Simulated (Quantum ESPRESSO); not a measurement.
Hf: fields calculation

- system: Hf (P-1, 2 atoms in the cell)
- method: Kohn-Sham DFT of a periodic cell, PW91, GBRV 1.5 PBE, no spin polarisation (Quantum ESPRESSO 7.5)

The structure derives from an entry of the Crystallography Open Database.

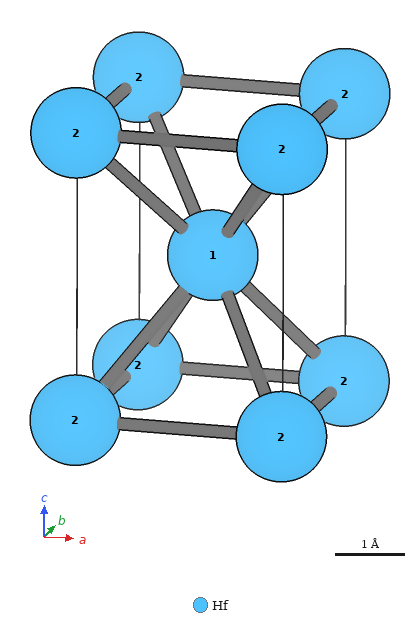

Figure 1. The structure as given in the input (ball-and-stick view of the cell of the calculation, seen slightly off an axis; atoms are numbered from 1 in the order of the input). An atom can appear more than once, as a periodic image.

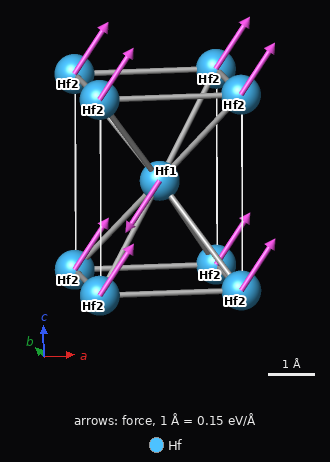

Figure 2. Forces on the atoms as pink arrows (ball-and-stick view of the cell of the calculation, seen slightly off an axis; atoms are numbered from 1 in the order of the input). The largest act on Hf1, Hf2 (0.21 eV/Å). The geometry is not a stationary point of this energy.

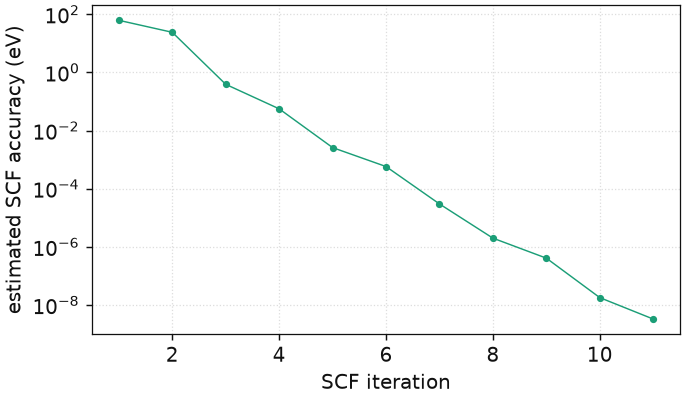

Figure 3. Convergence of the self-consistent field: estimated SCF accuracy against the iteration. The field takes 11 iterations in all.

The input that produced these results follows, with the program's output.

**The input**
```
&CONTROL
  calculation = 'scf'
  prefix = 'pwscf'
  outdir = './tmp'
  pseudo_dir = './pseudo'
  tprnfor = .true.
  tstress = .true.
  disk_io = 'low'
/
&SYSTEM
  ibrav = 0
  nat = 2
  ntyp = 1
  ecutwfc = 45
  ecutrho = 360
  nbnd = 19
  input_dft = 'pw91'
  occupations = 'smearing'
  smearing = 'mv'
  degauss = 0.00367493
/
&ELECTRONS
  conv_thr = 4d-10
  electron_maxstep = 120
  mixing_beta = 0.5
  mixing_mode = 'TF'
/
ATOMIC_SPECIES
Hf   178.4900 hf_pbe_v1.uspp.F.UPF
CELL_PARAMETERS angstrom
   0.0047565400   -2.2356324700   -2.2398724100
   0.0129471300    2.2133219800   -2.2175619100
   4.3782205400    0.0081905900   -0.0177036700
ATOMIC_POSITIONS crystal
Hf     0.5065147500    0.5005375100    0.5034263700
Hf     0.9934852500    0.9994624900    0.9965736300
K_POINTS automatic
8 9 6 0 0 0
```

**File pp_density.in**
```
&INPUTPP
  prefix = 'pwscf'
  outdir = './tmp'
  filplot = 'density.dat'
  plot_num = 0
/
&PLOT
  nfile = 1
  filepp(1) = 'density.dat'
  iflag = 3
  output_format = 6
  fileout = 'density.cube'
/
```

**File pp_potential.in**
```
&INPUTPP
  prefix = 'pwscf'
  outdir = './tmp'
  filplot = 'potential.dat'
  plot_num = 11
/
&PLOT
  nfile = 1
  filepp(1) = 'potential.dat'
  iflag = 3
  output_format = 6
  fileout = 'potential.cube'
/
```

**File pp_potential_ks.in**
```
&INPUTPP
  prefix = 'pwscf'
  outdir = './tmp'
  filplot = 'potential_ks.dat'
  plot_num = 1
/
&PLOT
  nfile = 1
  filepp(1) = 'potential_ks.dat'
  iflag = 3
  output_format = 6
  fileout = 'potential_ks.cube'
/
```

Launch command:
```bash
OMP_NUM_THREADS=1 pw.x -in pw.in > pw.out
OMP_NUM_THREADS=1 pp.x -in pp_density.in > pp_density.out
OMP_NUM_THREADS=1 pp.x -in pp_potential.in > pp_potential.out
OMP_NUM_THREADS=1 pp.x -in pp_potential_ks.in > pp_potential_ks.out
```

**The program's output**
```
This program is part of the open-source Quantum ESPRESSO suite
     for quantum simulation of materials; please cite
         "P. Giannozzi et al., J. Phys.:Condens. Matter 21 395502 (2009);
         "P. Giannozzi et al., J. Phys.:Condens. Matter 29 465901 (2017);
         "P. Giannozzi et al., J. Chem. Phys. 152 154105 (2020);
          URL
     in publications or presentations arising from this work. More details at

     IMPORTANT: XC functional enforced from input :
     Exchange-correlation= PW91
                           (   1   4   2   2   0   0   0)
     Any further DFT definition will be discarded
     Please, verify this is what you really want

     Message from routine setup:
     using ibrav=0 with symmetry is DISCOURAGED, use correct ibrav instead

     G-vector sticks info
     --------------------
     sticks:   dense  smooth     PW     G-vecs:    dense   smooth      PW
     Sum        1015     503    161                33765    11937    2079

     Using Slab Decomposition

     bravais-lattice index     =            0
     lattice parameter (alat)  =       5.9803  a.u.
     unit-cell volume          =     292.9461 (a.u.)^3
     number of atoms/cell      =            2
     number of atomic types    =            1
     number of electrons       =        24.00
     number of Kohn-Sham states=           19
     kinetic-energy cutoff     =      45.0000  Ry
     charge density cutoff     =     360.0000  Ry
     scf convergence threshold =      4.0E-10
     mixing beta               =       0.5000
     number of iterations used =            8  TF        mixing
     Exchange-correlation= PW91
                           (   1   4   2   2   0   0   0)

     celldm(1)=   5.980350  celldm(2)=   0.000000  celldm(3)=   0.000000
     celldm(4)=   0.000000  celldm(5)=   0.000000  celldm(6)=   0.000000

     crystal axes: (cart. coord. in units of alat)
               a(1) = (   0.001503  -0.706436  -0.707776 )
               a(2) = (   0.004091   0.699386  -0.700726 )
               a(3) = (   1.383471   0.002588  -0.005594 )

     reciprocal axes: (cart. coord. in units 2 pi/alat)
               b(1) = ( -0.001532 -0.707782 -0.706438 )
               b(2) = ( -0.004223  0.714914 -0.713570 )
               b(3) = (  0.722834 -0.001345  0.002878 )

     PseudoPot. # 1 for Hf read from file:
     hf_pbe_v1.uspp.F.UPF
     Pseudo is Ultrasoft + core correction, Zval = 12.0
     Generated by new atomic code, or converted to UPF format
     Using radial grid of  921 points,  8 beta functions with:
                l(1) =   0
                l(2) =   0
                l(3) =   0
                l(4) =   1
                l(5) =   1
                l(6) =   2
                l(7) =   2
                l(8) =   3
     Q(r) pseudized with  6 coefficients,  rinner =    1.200   1.200   1.200
                                                       1.200   1.200   1.200
                                                       1.200

     atomic species   valence    mass     pseudopotential
     Hf               12.00   178.49000     Hf( 1.00)

      2 Sym. Ops., with inversion, found ( 1 have fractional translation)

   Cartesian axes

     site n.     atom                  positions (alat units)
         1        Hf     tau(   1) = (   0.6992846  -0.0064483  -0.7120545  )
         2        Hf     tau(   2) = (   1.3843124  -0.0002443  -1.4090886  )

     number of k points=   218  Marzari-Vanderbilt smearing, width (Ry)=  0.0037

     Number of k-points >= 100: set verbosity='high' to print them.

     Dense  grid:    33765 G-vectors     FFT dimensions: (  40,  36,  50)

     Smooth grid:    11937 G-vectors     FFT dimensions: (  30,  30,  36)

     Initial potential from superposition of free atoms

     starting charge      20.0000, renormalised to      24.0000

     negative rho (up, down):  2.609E-01 0.000E+00
     Starting wfcs are   26 randomized atomic wfcs

     Self-consistent Calculation

     iteration #  1     ecut=    45.00 Ry     beta= 0.50
     Davidson diagonalization with overlap
     ethr =  1.00E-02,  avg # of iterations =  2.1

     negative rho (up, down):  2.029E-01 0.000E+00

     total energy              =    -319.25056259 Ry
     estimated scf accuracy    <       4.53780050 Ry

     iteration #  2     ecut=    45.00 Ry     beta= 0.50
     Davidson diagonalization with overlap
     ethr =  1.00E-02,  avg # of iterations =  1.0

     negative rho (up, down):  1.714E-01 0.000E+00

     total energy              =    -318.19459103 Ry
     estimated scf accuracy    <       1.73539316 Ry

     iteration #  3     ecut=    45.00 Ry     beta= 0.50
     Davidson diagonalization with overlap
     ethr =  7.23E-03,  avg # of iterations =  2.0

     negative rho (up, down):  2.268E-01 0.000E+00

     total energy              =    -318.52153301 Ry
     estimated scf accuracy    <       0.02894645 Ry

     iteration #  4     ecut=    45.00 Ry     beta= 0.50
     Davidson diagonalization with overlap
     ethr =  1.21E-04,  avg # of iterations =  3.1

     negative rho (up, down):  2.334E-01 0.000E+00

     total energy              =    -318.52433145 Ry
     estimated scf accuracy    <       0.00412616 Ry

     iteration #  5     ecut=    45.00 Ry     beta= 0.50
     Davidson diagonalization with overlap
     ethr =  1.72E-05,  avg # of iterations =  3.4

     negative rho (up, down):  2.257E-01 0.000E+00

     total energy              =    -318.52475980 Ry
     estimated scf accuracy    <       0.00018962 Ry

     iteration #  6     ecut=    45.00 Ry     beta= 0.50
     Davidson diagonalization with overlap
     ethr =  7.90E-07,  avg # of iterations =  3.7

     negative rho (up, down):  2.260E-01 0.000E+00

     total energy              =    -318.52479389 Ry
     estimated scf accuracy    <       0.00004268 Ry

     iteration #  7     ecut=    45.00 Ry     beta= 0.50
     Davidson diagonalization with overlap
     ethr =  1.78E-07,  avg # of iterations =  1.2

     negative rho (up, down):  2.264E-01 0.000E+00

     total energy              =    -318.52479520 Ry
     estimated scf accuracy    <       0.00000222 Ry

     iteration #  8     ecut=    45.00 Ry     beta= 0.50
     Davidson diagonalization with overlap
     ethr =  9.23E-09,  avg # of iterations =  2.6

     negative rho (up, down):  2.263E-01 0.000E+00

     total energy              =    -318.52479551 Ry
     estimated scf accuracy    <       0.00000015 Ry

     iteration #  9     ecut=    45.00 Ry     beta= 0.50
     Davidson diagonalization with overlap
     ethr =  6.06E-10,  avg # of iterations =  2.1

     negative rho (up, down):  2.263E-01 0.000E+00

     total energy              =    -318.52479553 Ry
     estimated scf accuracy    <       0.00000003 Ry

     iteration # 10     ecut=    45.00 Ry     beta= 0.50
     Davidson diagonalization with overlap
     ethr =  1.13E-10,  avg # of iterations =  2.1

     negative rho (up, down):  2.263E-01 0.000E+00

     total energy              =    -318.52479554 Ry
     estimated scf accuracy    <          1.3E-09 Ry

     iteration # 11     ecut=    45.00 Ry     beta= 0.50
     Davidson diagonalization with overlap
     ethr =  5.48E-12,  avg # of iterations =  2.2

     negative rho (up, down):  2.263E-01 0.000E+00

     End of self-consistent calculation

     Number of k-points >= 100: set verbosity='high' to print the bands.

     the Fermi energy is    15.0999 ev

!    total energy              =    -318.52479554 Ry
     estimated scf accuracy    <          2.4E-10 Ry
     smearing contrib. (-TS)   =      -0.00004360 Ry
     internal energy E=F+TS    =    -318.52475193 Ry

     The total energy is F=E-TS. E is the sum of the following terms:
     one-electron contribution =     -35.58097703 Ry
     hartree contribution      =      26.95764841 Ry
     xc contribution           =    -152.12235889 Ry
     ewald contribution        =    -157.77906442 Ry

     convergence has been achieved in  11 iterations

     negative rho (up, down):  2.263E-01 0.000E+00

     Forces acting on atoms (cartesian axes, Ry/au):

     atom    1 type  1   force =    -0.00663545    0.00305056    0.00333863
     atom    2 type  1   force =     0.00663545   -0.00305056   -0.00333863

     Total force =     0.011356     Total SCF correction =     0.000004

     Computing stress (Cartesian axis) and pressure

     negative rho (up, down):  2.263E-01 0.000E+00
          total   stress  (Ry/bohr**3)                   (kbar)     P=       36.47
   0.00030586  -0.00001077   0.00002756           44.99       -1.58        4.05
  -0.00001077   0.00022206  -0.00002011           -1.58       32.67       -2.96
   0.00002756  -0.00002011   0.00021582            4.05       -2.96       31.75

=------------------------------------------------------------------------------=
   JOB DONE.
=------------------------------------------------------------------------------=
```

**File pp_density.out**
```
This program is part of the open-source Quantum ESPRESSO suite
     for quantum simulation of materials; please cite
         "P. Giannozzi et al., J. Phys.:Condens. Matter 21 395502 (2009);
         "P. Giannozzi et al., J. Phys.:Condens. Matter 29 465901 (2017);
         "P. Giannozzi et al., J. Chem. Phys. 152 154105 (2020);
          URL
     in publications or presentations arising from this work. More details at

     ./tmp/pwscf.save/

     IMPORTANT: XC functional enforced from input :
     Exchange-correlation= PW91
                           (   1   4   2   2   0   0   0)
     Any further DFT definition will be discarded
     Please, verify this is what you really want

     G-vector sticks info
     --------------------
     sticks:   dense  smooth     PW     G-vecs:    dense   smooth      PW
     Sum        1015     503    161                33765    11937    2079

     Using Slab Decomposition

     negative rho (up, down):  2.263E-01 0.000E+00

     Calling punch_plot, plot_num =   0
     Writing data to file  density.dat
     Reading data from file  density.dat

     Writing data to be plotted to file density.cube
     Plot Type: 3D                     Output format: Gaussian cube

=------------------------------------------------------------------------------=
   JOB DONE.
=------------------------------------------------------------------------------=
```

**File pp_potential.out**
```
This program is part of the open-source Quantum ESPRESSO suite
     for quantum simulation of materials; please cite
         "P. Giannozzi et al., J. Phys.:Condens. Matter 21 395502 (2009);
         "P. Giannozzi et al., J. Phys.:Condens. Matter 29 465901 (2017);
         "P. Giannozzi et al., J. Chem. Phys. 152 154105 (2020);
          URL
     in publications or presentations arising from this work. More details at

     ./tmp/pwscf.save/

     IMPORTANT: XC functional enforced from input :
     Exchange-correlation= PW91
                           (   1   4   2   2   0   0   0)
     Any further DFT definition will be discarded
     Please, verify this is what you really want

     G-vector sticks info
     --------------------
     sticks:   dense  smooth     PW     G-vecs:    dense   smooth      PW
     Sum        1015     503    161                33765    11937    2079

     Using Slab Decomposition

     negative rho (up, down):  2.263E-01 0.000E+00

     Calling punch_plot, plot_num =  11
     Writing data to file  potential.dat
     Reading data from file  potential.dat

     Writing data to be plotted to file potential.cube
     Plot Type: 3D                     Output format: Gaussian cube

=------------------------------------------------------------------------------=
   JOB DONE.
=------------------------------------------------------------------------------=
```

**File pp_potential_ks.out**
```
This program is part of the open-source Quantum ESPRESSO suite
     for quantum simulation of materials; please cite
         "P. Giannozzi et al., J. Phys.:Condens. Matter 21 395502 (2009);
         "P. Giannozzi et al., J. Phys.:Condens. Matter 29 465901 (2017);
         "P. Giannozzi et al., J. Chem. Phys. 152 154105 (2020);
          URL
     in publications or presentations arising from this work. More details at

     ./tmp/pwscf.save/

     IMPORTANT: XC functional enforced from input :
     Exchange-correlation= PW91
                           (   1   4   2   2   0   0   0)
     Any further DFT definition will be discarded
     Please, verify this is what you really want

     G-vector sticks info
     --------------------
     sticks:   dense  smooth     PW     G-vecs:    dense   smooth      PW
     Sum        1015     503    161                33765    11937    2079

     Using Slab Decomposition

     negative rho (up, down):  2.263E-01 0.000E+00

     Calling punch_plot, plot_num =   1
     Writing data to file  potential_ks.dat
     Reading data from file  potential_ks.dat

     Writing data to be plotted to file potential_ks.cube
     Plot Type: 3D                     Output format: Gaussian cube

=------------------------------------------------------------------------------=
   JOB DONE.
=------------------------------------------------------------------------------=
```

**Summary**

| quantity | value |
| --- | --- |
| outcome | converged |
| space group (tolerance 0.01 Å) | P-1 (2) |
| electrons treated | 24 |
| free energy | −4333.7506 eV |
| gap on the k-point mesh | none (metallic) |
| pressure | 3.65 GPa |
| largest force (length of the vector) | 0.206 eV/Å |
| hardware | 1 thread of AMD EPYC (Zen 5), 16 GiB of memory available, shared host |
| wall time | 45 s |
| peak memory | 0.36 GiB |

**Remarks**

Settings chosen away from the usual ones: mixing_mode set to TF. Further notes kept with the run: potentials made for another functional. Notes on the run: negative rho. Points of doubt noted for this run: potentials made for another functional. Spin–orbit coupling is left out, which matters for Hf.
